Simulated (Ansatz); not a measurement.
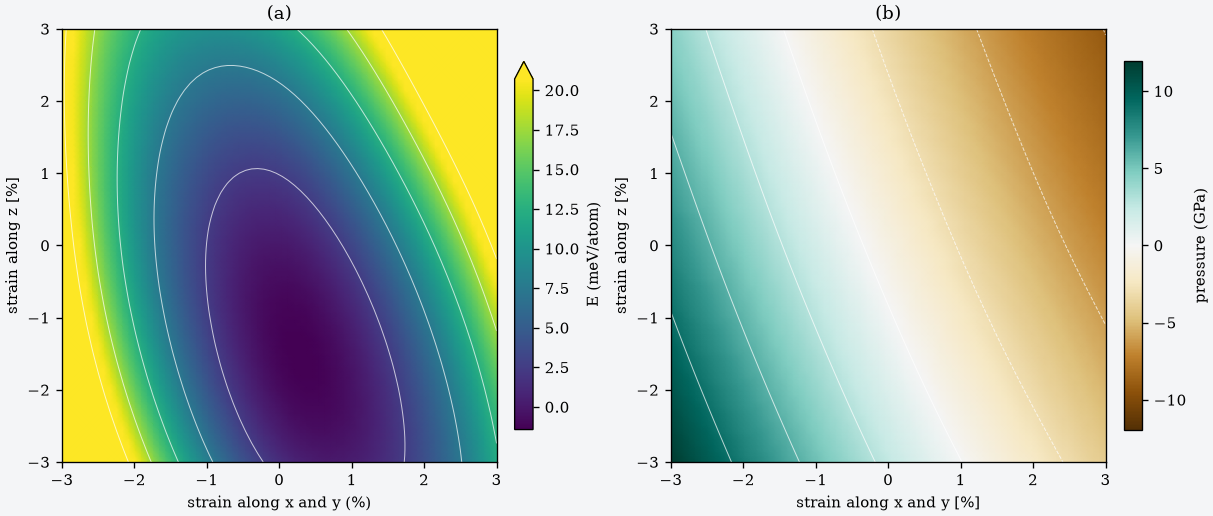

Si (I4_1/amd, No. 141; 2 atoms in the cell). The cell is strained homogeneously, by one strain along x and y and another along z, with fractional coordinates fixed (x along [1 0 0], z along [0 0 1] of the conventional cell). Coordinates scanned: (1) strain along x and y; (2) strain along z. Grid: 5 × 5 points. Points are written as (first, second). Energies: meV/atom, counted from the unstrained cell. The reference cell is the one listed in the database, not relaxed at this level. All numbers below come from DFT LDA, scalar-relativistic, plane waves, PAW in Ansatz 0.2.0. Settings: cutoff 420 eV, k-mesh 20×20×20, gaussian smearing 0.15 eV, no spin polarisation.

Panel (a) is the energy; panel (b) is the computed pressure, in GPa.

Drawn: a smooth colour map with a few white contour lines, one colour for all values above the top of the scale. Between grid points the surface is interpolated.

**How does the pressure vary over the map, and what is it at the lowest grid point?**

It runs from −9.0 GPa at (3.0 %, 3.0 %) to 11.9 GPa at (−3.0 %, −3.0 %). At the lowest grid point, (0.0 %, −1.5 %), it is 0.7 GPa.
